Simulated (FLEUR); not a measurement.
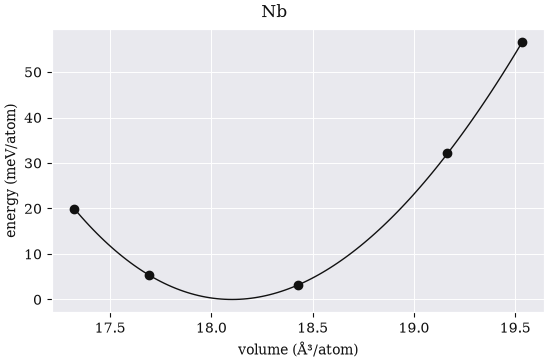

The plot gives the computed energy against volume for Nb, space group Im-3m (No. 229).

Structure:
```xyz
1
Lattice="-1.6640 1.6640 1.6640 1.6640 -1.6640 1.6640 1.6640 1.6640 -1.6640" Properties=species:S:1:pos:R:3 pbc="T T T"
Nb    0.0000    0.0000    0.0000
```

Computed with FLEUR MaX-R8.1 (later development tree): all-electron LAPW DFT, no spin polarisation; energies at scaled volumes of the given cell, shape and fractions fixed, counted from the fit's minimum, third-order Birch-Murnaghan fit. Level: r2SCAN.

```json
{"setting": "k mesh", "value": "11×11×11"}
{"setting": "occupations", "value": "Fermi–Dirac"}
{"setting": "smearing width", "value": "0.05 eV"}
{"setting": "potentials", "value": "all electron"}
{"setting": "program settings", "value": "basis FLAPW, kmax 4.1 1/bohr"}
```

This calculation gives: equilibrium volume 18.10 Å³/atom and bulk modulus 179 GPa.

Now the level changes from r2SCAN to PBEsol. How do these quantities change?

The equilibrium volume falls from 18.10 to 17.59 Å³/atom (−2.8 %) and the bulk modulus hardly changes (179 and 181 GPa).

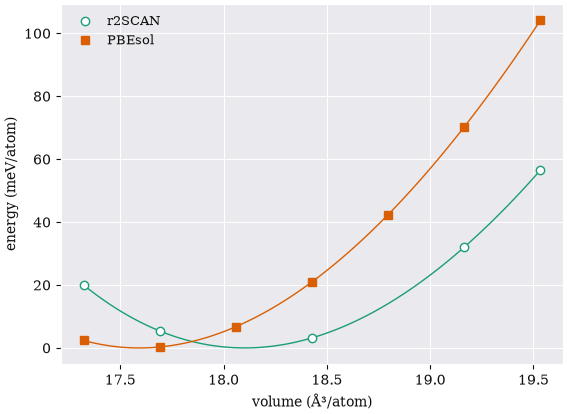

The two results together.

V0 and the bulk modulus come from third-order Birch–Murnaghan fits.
